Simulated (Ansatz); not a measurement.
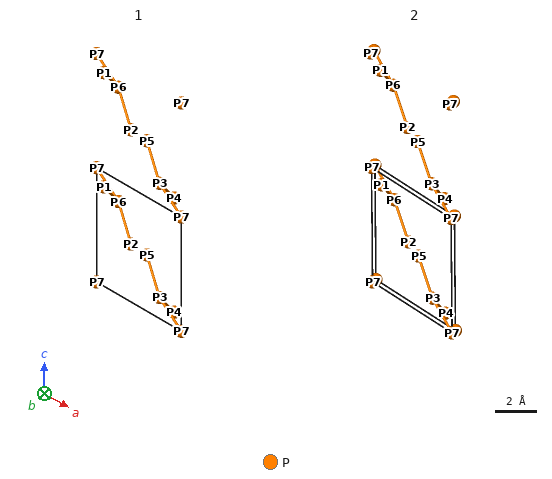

Two geometries of a crystal of P (a generated structure, set up in P-1) (coarse preliminary run), drawn at one scale. One is the start of a relaxation, the other its converged end. Style: ball-and-stick. Shown: the cell of the calculation, repeated 1 × 1 × 2 with one cell outlined, along the b axis.

All numbers below come from Ansatz 0.2.0, DFT PBE, scalar-relativistic, plane waves, PAW. Settings: plane-wave cutoff 420 eV; k-point mesh 4 × 4 × 4; occupations gaussian; smearing width 0.1 eV; no spin polarisation; cell and atoms relaxed; force threshold 0.04 eV/Å; at most 70 steps.

Q: Which one is relaxed?

A: Structure 2 is the relaxed one. The largest moves relative to the cell, 0.092 Å, are those of P1 and P4. P4 goes roughly along [−3 −2 −3]. Cell: a 5.426 → 5.250 Å (−3.2 %), b 5.606 → 5.743 Å (+2.4 %), c 5.776 → 5.774 Å (0.0 %), α 99.4° → 97.2°, β 112.2° → 114.9°. Volume −2.2 %. Some distances before and after: P1–P5 2.312 → 2.362 Å, P3–P6 2.241 → 2.222 Å, P3–P7 2.316 → 2.322 Å, P1–P4 2.268 → 2.262 Å. Among the angles between lasting bonds that change: P3–P6–P7 98.2° → 92.9°, P1–P6–P7 94.5° → 97.2°, P2–P6–P7 158.2° → 160.4°. The space group stays P-1 (No. 2). After 6 accepted moves (8 points after the start) the energy has fallen by 6.2 meV per atom. Largest force component: 0.15 eV/Å at the start, 0.035 eV/Å at the end. Pressure: 0.32 GPa at the start and 0.02 GPa at the end. The line search rejected the trial step at point 6 of the run. The SCF was repeated once at an unchanged geometry on a basis and grid sized afresh for the cell, which shifted the energy by 0.1 meV per atom at most.
